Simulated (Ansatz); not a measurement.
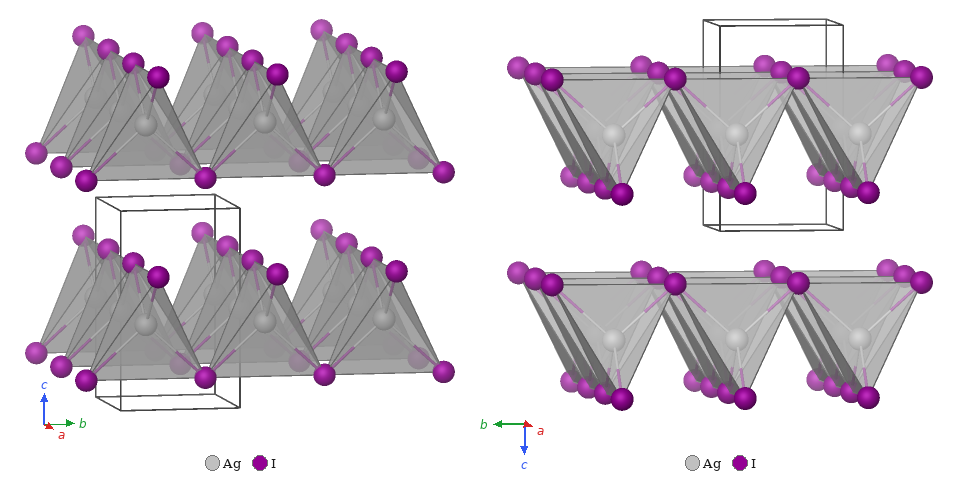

Polyhedra are drawn about Ag (bonds: Ag–I below 3.1 Å); other atoms are plain spheres. Two views of the same piece.

System AgI2 (space group P-4m2, No. 115); source of the atomic positions: the geometry relaxed with DFT r2SCAN, scalar-relativistic, plane waves, PAW in Ansatz.

Sharing among the drawn polyhedra:

```tsv
site	polyhedron	corner-sharing neighbours	edge-sharing	face-sharing	bond (Å)
Ag	AgI4 tetrahedron	4	0	0	2.75
```

They form layers of corner-sharing tetrahedra parallel to (001).
